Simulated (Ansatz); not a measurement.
# NiSi2/GaP/NiSi2: predicting the conductance of a thicker barrier

**Method.** Ansatz 0.2.0, plane waves with PAW datasets, PBE. Interfaces are relaxed in a short slab (with D3(BJ) where the barrier is layered), set between ideal electrode layers that go on as semi-infinite leads, and the zero-bias conductance G at 300 K comes from T(E) on a typed mesh. The error is the largest of the program's estimates from energy step, mesh, the leads' potential steps and neutrality; its separate bound for narrow resonances between the energies solved isn't counted and can be far larger. The lower electrode is NiSi2 (fluorite 111), the upper NiSi2 (fluorite 111) and the barrier GaP (zinc blende 111), on a net of side 3.84 Å; d is the distance between the electrodes' last planes.

The runs shown:

| planes in the barrier | d (Å) | G (S/m²) | error (%) | lead step (meV) |
| --- | --- | --- | --- | --- |
| 4 | 8.78 | 7.04e13 | 24 | 10 |
| 6 | 11.98 | 2.64e13 | 22 | 10 |
| 8 | 15.18 | 9.36e12 | 49 | 10 |
| 12 | 21.58 | 1.16e12 | 24 | 10 |

Task: A further run has 14 planes, d = 24.79 Å. Fit G ∝ exp(−βd) to the rows shown and predict its conductance.

A: Take y = ln G: 31.88, 30.90, 29.87 and 27.78. The means are d = 14.38 Å and y = 30.11; Σ(Δd Δy) = −28.83 and Σ(Δd)² = 89.60, so the slope is −0.322 Å⁻¹ (β = 0.322 Å⁻¹). At d = 24.79 Å, y = 30.11 − 0.322 × 10.41 = 26.76, or G = 4.18e11 S/m².

**The withheld run.** The run gave 4.22e11 S/m², with an error estimate of 113 % and a lead step of 10 meV. The prediction is 0.99 times that, a miss under 10 %.

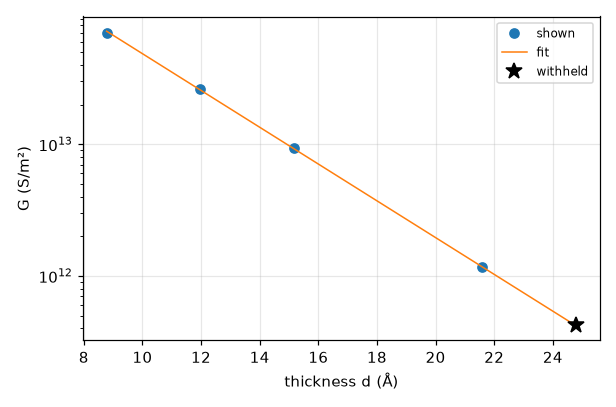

Fit and withheld run.

**Limits.** The interfaces are ideal, one cell wide, strained to a common net and relaxed from one registry with their symmetry kept. PBE's gaps are too small, so true decay constants are likely larger where the Fermi level lies deep in a gap. No spin-orbit coupling, phonons, disorder or image charges enter. The rows shown are chosen by tests on error estimates (under 100 to 120 %), lead steps (under 150 meV, though the program warns over 25), intact interfaces and, for fits, a steady trend in the rows shown; the data set holds 414 series of this kind, and not all pass.
